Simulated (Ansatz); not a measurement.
# Ti: geometry relaxation

- system: Ti (6 atoms in the cell)
- method: DFT PBEsol, scalar-relativistic, plane waves, PAW, no spin polarisation (Ansatz 0.2.0)

The structure derives from a Materials Project entry. It belongs to a series of runs on one base structure; here: 0 of 6 Ti sites taken by Si, cell and atoms relaxed. Figures and captions count atoms from 1; the log counts them from 0 in places.

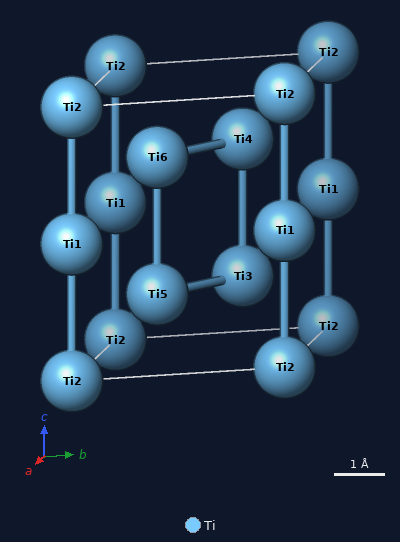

Fig. 1: The starting structure (ball-and-stick view of the cell of the calculation, seen slightly off an axis; atoms are numbered from 1 in the order of the input). An atom can appear more than once, as a periodic image.

**Summary**

- outcome: converged
- space group (tolerance 0.01 Å): P6/mmm (191)
- electrons treated: 72
- free energy: −14843.4779 eV
- Fermi energy: 13.987 eV
- gap on the k-point mesh: none (metallic)
- pressure: −0.02 GPa
- final volume: 98.83 Å³
- largest force (length of the vector) at the end: under 0.001 eV/Å
- final cell: a = 4.515 Å, b = 4.515 Å, c = 5.598 Å, α = 90.00°, β = 90.00°, γ = 120.00°
- hardware: 1 thread of Intel Xeon @ 2.50GHz (Skylake/Cascade Lake), 189 GiB of memory available, shared host
- wall time: 92 s
- peak memory: 0.6 GiB

**The input**
```yaml
crystal:
  lattice:
    - [2.2576450261, -3.9103558907, 0.0]
    - [-4.5152900523, 0.0, 0.0]
    - [0.0, 0.0, -5.5975872971]
  atoms:
    - { symbol: Ti, position: [0.0, 1.0, 0.5] }
    - { symbol: Ti, position: [0.0, 1.0, 0.0] }
    - { symbol: Ti, position: [0.3333333333, 0.6666666667, 0.25] }
    - { symbol: Ti, position: [0.3333333333, 0.6666666667, 0.75] }
    - { symbol: Ti, position: [0.6666666667, 0.3333333333, 0.25] }
    - { symbol: Ti, position: [0.6666666667, 0.3333333333, 0.75] }
basis:
  ecutwfc: 420
kpoints:
  mp_grid: { grid: [12, 12, 8] }
hamiltonian:
  xc: pbesol
scf:
  occupations: { method: gaussian, width: 0.1 }
output:
  forces: true
  stress: true
  eigenvalues: true
relax:
  adjacent_minimum: "off"
  f_tol: 0.015
  max_steps: 60
  cell: { stress_tol: 0.15 }
```

Launched with:
```bash
ansatz run input.yaml --threads 1 --pin off --max-ram 2560MiB --backend cpu --events-out ev --progress --plain --runs-dir out
```

**The program's output**
```
Engine: ansatz 0.2.0, x86_64-unknown-linux-gnu
Pseudopotentials: kind: paw
Pseudopotential: Ti, paw, valence charge 12, recommended cutoff 420 eV (normal), Ti.paw.azcp
Functional definition: PBEsol
  exchange = pbesol_x
  correlation = pbesol_c
Crystal: 6 atoms, lattice volume = 98.833 Å³
Basis set: ecut = 420 eV, 1897 PW (Γ), exchange–correlation on 64×64×80 points (8 copies of the dense FFT grid, shifted against one another)
Bands: 44, of which v1, the nominal top of the filled ones, is band 36 counted from 1 (35 counted from 0)
Symmetry: 48 space group operations
Space group: P6/mmm (ITA 191), of the structure as read, at distance tolerance 4.6e-5 Å
k-points: 95 of 1152
Non-local potential: Ti, projectors of the file, l = 0: 3, l = 1: 2, l = 2: 3, l = 3: 1
PAW form: soft (Blöchl's): semilocal exchange-correlation on the pseudo side does not see the compensation charge
PAW frozen core: Ti, regenerated for the run's functional, and the local potential with it (the file was generated under x = pbe(κ = 0.804, μ = 0.2195149727645171), c = pbe(β = 0.06672455060314922))
PAW one-centre angular grid: Ti, 590 points (default); XC on 64 Gauss nodes
Initial density: superposition of atomic densities (neutral atoms: chi_scale 0, normalization atom), corrected by the library's trained network
Initial wavefunctions: pseudopotential atomic-orbital guess
Functional: x = pbesol(κ = 0.804, μ = 0.12345679012345678), c = pbesol(β = 0.046)
SCF iter   1: F=—  HF=-14843.524358 eV  |F-HF|=—  |Δ(HF+E_count)|=         —  Δρ=1.29e-2  dr2=1.83e-1  ethr=1.77e-3  ⟨swp⟩=5.9  Hψ=16105  notcnv=0
preconditioner: auto → Kerker (q_TF=auto, 2.588 Å⁻¹)  [metal: Δε(μ)=0.008 eV  Ē_g=2.568 eV  σ=0.100 eV  W_gap=0.04  n_scr=22 (ndim 8)  ℏωp=18.3 eV  f_vac=0.000  D(μ)=4.97/eV (n_scr^D=52)]
SCF iter   2: F=—  HF=-14843.487444 eV  |F-HF|=—  |Δ(HF+E_count)|=   3.69e-2  Δρ=5.68e-3  dr2=3.71e-2  ethr=2.54e-4  ⟨swp⟩=2.1  Hψ=6049  notcnv=0  defer=130
SCF iter   3: F=—  HF=-14843.478376 eV  |F-HF|=—  |Δ(HF+E_count)|=   9.07e-3  Δρ=1.00e-3  dr2=1.18e-3  ethr=5.16e-5  ⟨swp⟩=2.0  Hψ=5042  notcnv=0  defer=130
SCF iter   4: F=—  HF=-14843.478083 eV  |F-HF|=—  |Δ(HF+E_count)|=   2.93e-4  Δρ=2.30e-4  dr2=8.08e-5  ethr=1.64e-6  ⟨swp⟩=2.0  Hψ=5149  notcnv=0  defer=130
SCF iter   5: F=—  HF=-14843.477946 eV  |F-HF|=—  |Δ(HF+E_count)|=   1.37e-4  Δρ=5.38e-5  dr2=2.21e-6  ethr=1.12e-7  ⟨swp⟩=2.0  Hψ=5311  notcnv=0  defer=130
SCF iter   6: F=-14843.477946 eV  HF=-14843.477946 eV  |F-HF|=1.93e-8  |Δ(HF+E_count)|=   2.46e-7  Δρ=1.11e-5  dr2=8.38e-8  ethr=1.39e-10  ⟨swp⟩=7.1  Hψ=20089  notcnv=0
SCF 1 converged in 6 iterations: F = -14843.477946 eV  dr2 = 8.38e-8
  greatest PAW one-centre occupation: 0.999 electrons in one spin orbital (limit 2), on the Ti atom at site 1 (counted from 0), in its partial waves of l = 0
relax step   1: F+E_penalty+E_count = -14843.47794623 eV  Δ(F+E_penalty+E_count) = +0.000e0 eV  max|allowed force component| = 1.785e-16 eV/Å  Δτ_max = 0.0000 Å  P = -0.023 GPa  Ω = 98.833 Å³  (6 SCF iters, dr2 threshold 1.00e-7 eV, accepted)
Initial density: handed on by an earlier stage of this run
Initial wavefunctions: pseudopotential atomic-orbital guess (no wavefunctions were taken with the density)
iter 1 solved again at ethr=4.47e-7 eV; its pass at ethr=3.10e-3 eV (dr2=3.22e-4 eV) is discarded
SCF iter   1: F=—  HF=-14843.478053 eV  |F-HF|=—  |Δ(HF+E_count)|=         —  Δρ=1.11e-5  dr2=8.45e-8  ethr=4.47e-7  ⟨swp⟩=3.1  Hψ=25171  notcnv=0
eigensolver tolerance schedule: the retry pair's looser diagonalisation over-reported the residual by 3809.78 of it (diagonalisation noise at 1.22 of the residual, at the tolerance the schedule requests for it); recorded, not acted on — ethr = c·dr2/N_el stays at c = 1.0e-1
preconditioner: auto → Kerker (q_TF=auto, 2.588 Å⁻¹)  [metal: Δε(μ)=0.010 eV  Ē_g=2.524 eV  σ=0.100 eV  W_gap=0.06  n_scr=22 (ndim 8)  ℏωp=18.3 eV  f_vac=0.000  D(μ)=5.56/eV (n_scr^D=52)]
SCF iter   2: F=—  HF=-14843.477946 eV  |F-HF|=—  |Δ(HF+E_count)|=   1.07e-4  Δρ=6.85e-6  dr2=3.58e-8  ethr=1.17e-10  ⟨swp⟩=2.4  Hψ=6016  notcnv=0
SCF iter   3: F=—  HF=-14843.477946 eV  |F-HF|=—  |Δ(HF+E_count)|=   3.20e-9  Δρ=1.09e-6  dr2=1.21e-9  ethr=4.97e-11  ⟨swp⟩=1.0  Hψ=4183  notcnv=0
iter 4 did not close the SCF: its close was put off for the readings that it lacked (scf_convergence_deferred on its scf_iter line)
SCF iter   4: F=-14843.477946 eV  HF=-14843.477946 eV  |F-HF|=4.00e-11  |Δ(HF+E_count)|=  2.95e-10  Δρ=2.16e-7  dr2=5.09e-11  ethr=1.68e-12  ⟨swp⟩=2.0  Hψ=4968  notcnv=0
iter 5 did not close the SCF: its close was put off for the readings that it lacked (scf_convergence_deferred on its scf_iter line)
SCF iter   5: F=-14843.477946 eV  HF=-14843.477946 eV  |F-HF|=5.46e-12  |Δ(HF+E_count)|=  3.64e-12  Δρ=4.69e-8  dr2=1.55e-12  ethr=1.00e-12  ⟨swp⟩=1.0  Hψ=4180  notcnv=0
iter 6 did not close the SCF: its close was put off for the readings that it lacked (scf_convergence_deferred on its scf_iter line)
SCF iter   6: F=-14843.477946 eV  HF=-14843.477946 eV  |F-HF|=1.82e-12  |Δ(HF+E_count)|=  1.82e-12  Δρ=1.01e-8  dr2=1.26e-13  ethr=1.00e-12  ⟨swp⟩=1.0  Hψ=4180  notcnv=0
iter 7 did not close the SCF: its close was put off for the readings that it lacked (scf_convergence_deferred on its scf_iter line)
SCF iter   7: F=-14843.477946 eV  HF=-14843.477946 eV  |F-HF|=0.00e0  |Δ(HF+E_count)|=  1.82e-12  Δρ=3.27e-9  dr2=1.09e-14  ethr=1.00e-12  ⟨swp⟩=1.0  Hψ=4180  notcnv=0
SCF iter   8: F=-14843.477946 eV  HF=-14843.477946 eV  |F-HF|=1.82e-12  |Δ(HF+E_count)|=  1.82e-12  Δρ=6.91e-10  dr2=3.16e-16  ethr=1.00e-12  ⟨swp⟩=1.0  Hψ=8789  notcnv=0
SCF 2 converged in 8 iterations: F = -14843.477946 eV  dr2 = 3.16e-16
relax step   2: F+E_penalty+E_count = -14843.47794625 eV  Δ(F+E_penalty+E_count) = -1.277e-8 eV  max|allowed force component| = 2.097e-16 eV/Å  Δτ_max = 0.0000 Å  P = -0.023 GPa  Ω = 98.833 Å³  stress off target by 5.05e-2 GPa  SCF on the basis re-selected at this cell (its energy is not comparable with the rows above)  (8 SCF iters)
```

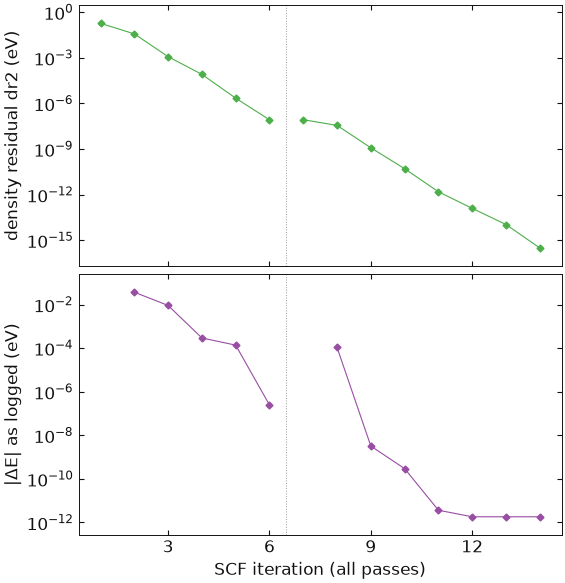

Fig. 2: Convergence of the self-consistent field: density residual dr2 and size of the energy change against the SCF iteration. The dotted lines part the SCF passes of the relaxation: geometry steps, rejected trials and re-solves on a re-selected basis. The passes take 6 and 8 iterations.

```
basis re-selected at this cell: Δ(F+E_penalty+E_count) = -1.277e-8 eV, ΔP = -0.000 GPa vs the last step (what re-selecting the basis moved, of the pressure what is left beyond the Pulay correction that the steps carried, after the strain that the cell walked since its last selection, with what the two solves' SCF thresholds leave and, on support functions, any second-order correction that the steps lacked; it is no measure of the basis error at this ecutwfc). This SCF's stress stands 5.05e-2 GPa from its target on what of the cell is left free (relax.cell.stress_tol is 1.50e-1 GPa) and its largest allowed force component is 2.10e-16 eV/Å (relax.f_tol is 1.50e-2 eV/Å): within both
SCF converged after 8 iterations
Free energy (F): -14843.477946 eV
Harris-Foulkes:  -14843.477946 eV  (|F-HF|=1.82e-12)
Internal energy: -14843.450169 eV  (E = F + TS)
E sigma→0 (E₀):  -14843.464057 eV
Entropy (-TS):   -0.027778 eV (-4.630 meV/atom)
Fermi energy:    13.987355 eV
--- Per-component energies (eV) ---
  E_band       = -885.074339
  E_kinetic    = 1640.555237
  E_local      = -4724.215957  (includes V_loc(G=0)·N_el)
  E_nonlocal   = 57.155222
  E_hartree    = 1949.174571
  E_xc         = -582.341558
  E_vxc        = -731.895295  (∫ρ·V_xc dr)
  E_paw        = -6136.147603  (= ΣΔE_a)
  E_vpaw       = -1025.023377  (= ΣTr[D̂ρ^β])
  E_aug_tail   = 0.000691  (compensation charges beyond the density's cutoff)
  E_ewald      = -7048.467078
  E_core_change = 0.836306  (= ΣΔE_core)
  E_smearing   = -0.027778  (= −TS)
  E_closure    = 0.000000  (closes the sum)
  Σ components = -14843.477946   (vs F -14843.477946, Δ=0.00e0)
--- Forces (eV/Å), atoms counted from 1 ---
  atom   1  Ti    -0.00000000     0.00000000    -0.00000000
  atom   2  Ti    -0.00000000    -0.00000000    -0.00000000
  atom   3  Ti    -0.00000000    -0.00000000     0.00000000
  atom   4  Ti    -0.00000000    -0.00000000     0.00000000
  atom   5  Ti     0.00000000     0.00000000    -0.00000000
  atom   6  Ti     0.00000000     0.00000000    -0.00000000
  max |Σ_I F_I| component: 7.40e-17 eV/Å
--- Stress (GPa, compression-positive) ---
       -0.050488      -0.000000       0.000000
       -0.000000      -0.050488       0.000000
        0.000000       0.000000       0.031591
  P = ⅓ Tr σ = -0.0231 GPa (-0.231 kbar)
--- Band table (eV; the first three rows and the last of 95) ---
  k-point 0: bands = ["-42.5550", "-42.4705", "-42.2910", "-42.2453", "-42.1004", "-42.0388", "-19.0273", "-19.0017", "-19.0017", "-18.9464", "-18.9185", "-18.9185", "-18.8796", "-18.8796", "-18.8468", "-18.8468", "-18.7423", "-18.5783", "-18.3599", "-18.2700", "-18.2544", "-18.2544", "-18.2359", "-18.2359", "7.8181", "11.7676", "11.7676", "11.7692", "11.9240", "12.2533", "12.2759", "12.2759", "13.2677", "13.2677", "13.3669", "13.3669", "13.9753", "14.6954", "15.0785", "15.0785", "15.2939", "15.2939", "15.3293", "15.3293"]
  k-point 1: bands = ["-42.5518", "-42.4738", "-42.2892", "-42.2470", "-42.0981", "-42.0412", "-19.0123", "-18.9973", "-18.9973", "-18.9231", "-18.9158", "-18.9158", "-18.8846", "-18.8846", "-18.8496", "-18.8496", "-18.7248", "-18.5966", "-18.3823", "-18.2885", "-18.2534", "-18.2534", "-18.2364", "-18.2364", "7.9102", "11.2860", "11.8169", "11.8169", "11.9985", "12.3132", "12.3132", "12.5945", "13.2019", "13.2019", "13.3199", "13.3199", "14.0977", "14.7745", "15.1172", "15.1172", "15.2853", "15.2853", "15.2929", "15.2929"]
  k-point 2: bands = ["-42.5429", "-42.4832", "-42.2842", "-42.2518", "-42.0914", "-42.0479", "-18.9848", "-18.9848", "-18.9678", "-18.9081", "-18.9081", "-18.8986", "-18.8986", "-18.8582", "-18.8574", "-18.8574", "-18.6747", "-18.6483", "-18.4457", "-18.3408", "-18.2507", "-18.2507", "-18.2377", "-18.2377", "8.1807", "10.5691", "11.9602", "11.9602", "12.2047", "12.4207", "12.4207", "12.8875", "13.0180", "13.0180", "13.1890", "13.1890", "14.4575", "15.0104", "15.2265", "15.2265", "15.2346", "15.2346", "15.2620", "15.2620"]
  k-point 94: bands = ["-42.5021", "-42.5021", "-42.1753", "-42.1753", "-42.1753", "-42.1753", "-19.0508", "-19.0508", "-18.9901", "-18.9901", "-18.9901", "-18.9901", "-18.6967", "-18.6967", "-18.5820", "-18.5820", "-18.5820", "-18.5820", "-18.5160", "-18.5160", "-18.5160", "-18.5160", "-18.1888", "-18.1888", "11.2906", "11.2906", "11.7285", "11.7285", "11.7285", "11.7285", "12.7824", "12.7824", "13.8036", "13.8036", "13.8036", "13.8036", "13.9316", "13.9316", "13.9316", "13.9316", "14.9641", "14.9641", "15.1540", "15.1540"]
--- Relaxed structure (1 steps of the walk, 1 accepted, 1 SCFs on fresh bases) ---
  F+E_penalty+E_count = -14843.47794625 eV   max|allowed force component| = 2.097e-16 eV/Å   (the final SCF, on the basis selected at the relaxed cell)
  cell:  # Å, volume = 98.8332 Å³
    - [2.257645026111442, -3.910355890737917, 0.0]
    - [-4.515290052272884, 2.886748705929286e-11, 0.0]
    - [0.0, 0.0, -5.5975872971]
  atoms:
    - { symbol: Ti, position: [0.0, 0.9999999999999999, 0.5] }
    - { symbol: Ti, position: [0.0, 0.9999999999999999, 0.0] }
    - { symbol: Ti, position: [0.3333333333333333, 0.6666666666666667, 0.25] }
    - { symbol: Ti, position: [0.3333333333333333, 0.6666666666666667, 0.7500000000000001] }
    - { symbol: Ti, position: [0.6666666666666666, 0.33333333333333337, 0.25] }
    - { symbol: Ti, position: [0.6666666666666666, 0.33333333333333337, 0.7500000000000001] }
```

**Trajectory as extended XYZ (Å, eV, eV/Å), 2 frames, from step=1 to step=2**
```
6
Lattice="2.2576 -3.9104 0.0000 -4.5153 0.0000 0.0000 0.0000 0.0000 -5.5976" Properties=species:S:1:pos:R:3:forces:R:3 step=1 energy=-14843.47795 pressure_GPa=-0.02
Ti   -4.5153    0.0000   -2.7988    0.0000   0.0000   0.0000
Ti   -4.5153    0.0000    0.0000    0.0000   0.0000   0.0000
Ti   -2.2576   -1.3035   -1.3994    0.0000   0.0000   0.0000
Ti   -2.2576   -1.3035   -4.1982    0.0000   0.0000   0.0000
Ti    0.0000   -2.6069   -1.3994    0.0000   0.0000   0.0000
Ti    0.0000   -2.6069   -4.1982    0.0000   0.0000   0.0000
6
Lattice="2.2576 -3.9104 0.0000 -4.5153 0.0000 0.0000 0.0000 0.0000 -5.5976" Properties=species:S:1:pos:R:3:forces:R:3 step=2 energy=-14843.47795 pressure_GPa=-0.02
Ti   -4.5153    0.0000   -2.7988    0.0000   0.0000   0.0000
Ti   -4.5153    0.0000    0.0000    0.0000   0.0000   0.0000
Ti   -2.2576   -1.3035   -1.3994    0.0000   0.0000   0.0000
Ti   -2.2576   -1.3035   -4.1982    0.0000   0.0000   0.0000
Ti    0.0000   -2.6069   -1.3994    0.0000   0.0000   0.0000
Ti    0.0000   -2.6069   -4.1982    0.0000   0.0000   0.0000
```

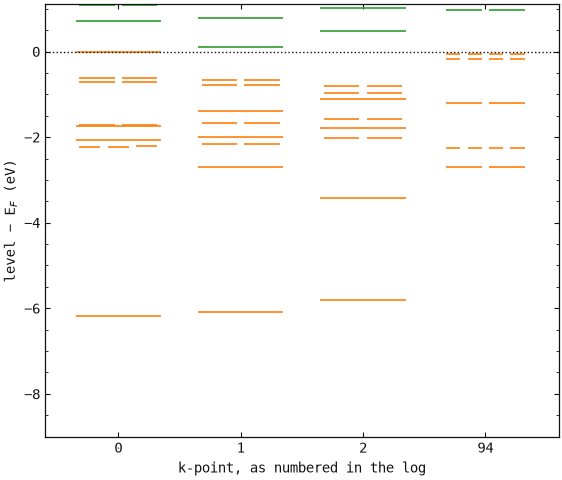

Fig. 3: Kohn–Sham levels near the Fermi level (dotted) at the few k-points that the log prints; levels within 0.02 eV of each other stand side by side. The system is metallic on the full mesh.
